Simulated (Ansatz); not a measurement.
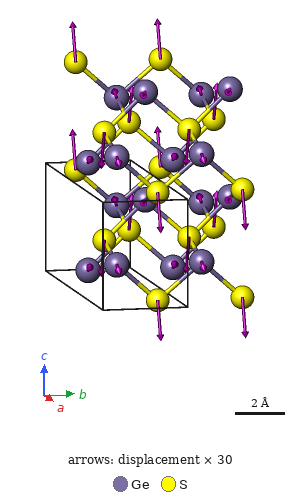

This is a relaxation of a crystal of GeS (set up in Pnma). The starting structure is drawn; purple arrows show the displacements (the part carried along by the change of the cell is left out), 30 times their true length.

The picture is a ball-and-stick view of the cell of the calculation, repeated 1 × 2 × 2 with one cell outlined, seen slightly off an axis.

Level of theory: Ansatz, DFT PBE, scalar-relativistic, plane waves, PAW. (plane-wave cutoff 420 eV; k-point mesh 4 × 8 × 6; occupations gaussian; smearing width 0.02 eV; no spin polarisation; cell and atoms relaxed; force threshold 0.005 eV/Å; at most 80 steps)

Q: Atoms of which element are displaced furthest, and by how much?

A: Sulfur: up to 0.058 Å, against 0.022 Å for germanium.

Q: Describe the change and its energy.

A: The largest moves relative to the cell, 0.058 Å, are those of S atoms. Largest moves by element: S 0.058 Å, Ge 0.022 Å. The volume changes by +0.3 %, with a 10.781 → 10.785 Å (0.0 %), b 3.603 → 3.665 Å (+1.7 %), c 4.523 → 4.458 Å (−1.4 %). Among the contacts that change: Ge–S 2.422 → 2.459 Å. The space group stays Pnma (No. 62). Over 6 accepted moves (7 points after the start) the energy falls by 4.5 meV per atom. The largest force component goes from 0.21 to 0.0025 eV/Å. Pressure: 1.66 GPa at the start and 0.00 GPa at the end. At 1 point the geometry stayed and the basis and grid were re-selected for the new cell (energy shift of less than 0.05 meV per atom at most each time). Cost: 2.3 min on 4 threads of Intel(R) Xeon(R) Processor @ 2.50GHz (Skylake/Cascade Lake) (shared host), peak memory 0.82 GiB.

Limits of the set-up: layers or molecules are held without a dispersion correction, so their spacing is unreliable.
